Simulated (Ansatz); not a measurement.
V

Input file:

```
crystal:
  lattice:
    - [-1.51435, 1.51435, 1.51435]
    - [1.51435, -1.51435, 1.51435]
    - [1.51435, 1.51435, -1.51435]
  atoms:
    - { symbol: V, position: [0.0, 0.0, 0.0] }
basis:
  ecutwfc: 420
kpoints:
  mp_grid: { grid: [16, 16, 16] }
hamiltonian:
  xc: pbe
scf:
  occupations: { method: gaussian, width: 0.1 }
output:
  forces: true
  stress: true
  eigenvalues: true
  write_density: true
  write_potential: true
  elf: true
  volumetric_format: npy
relax:
  adjacent_minimum: "off"
  f_tol: 0.02
  max_steps: 70
  cell: { stress_tol: 0.1 }
```

Command:

```sh
ansatz run input.yaml --threads 2 --pin off --max-ram 5120MiB --backend cpu --events-out ev --progress --plain --runs-dir out
```

Below, planes, directions and counts refer to the conventional cell (a = 3.00 Å, b = 3.00 Å, c = 3.00 Å, α = 90.00°, β = 90.00°, γ = 90.00°).

The fields are those of the relaxed geometry.

Space group Im-3m; computed without spin polarisation.

Level of theory: DFT PBE, scalar-relativistic, plane waves, PAW in Ansatz.

**What can the converged valence pseudo-density and electron localisation function tell about the bonding?**

V–V (2.60 Å): ρ at the midpoint is about 0.29 e/Å³; the ELF is about 0.25 at the midpoint (no localised pair shows between them).

**Does the calculation give a band gap?**

It is gapless in this calculation (a metal or semimetal).

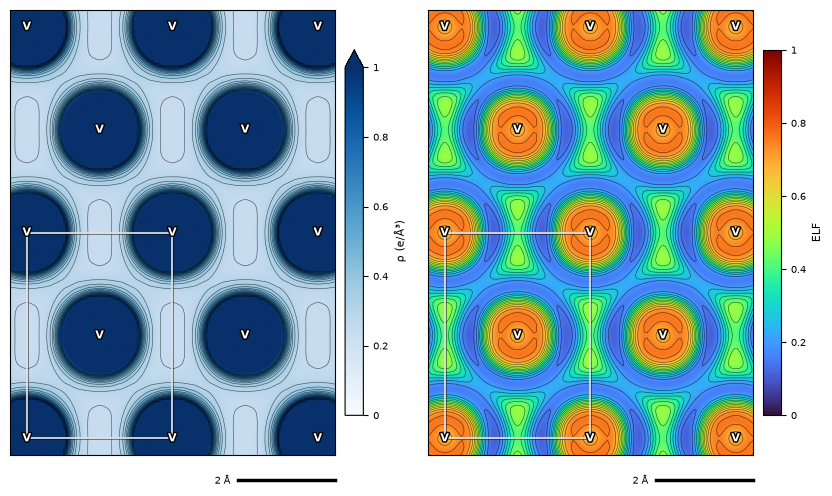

Computed valence pseudo-density and electron localisation function on the (110) plane of the conventional cell, in this order. 
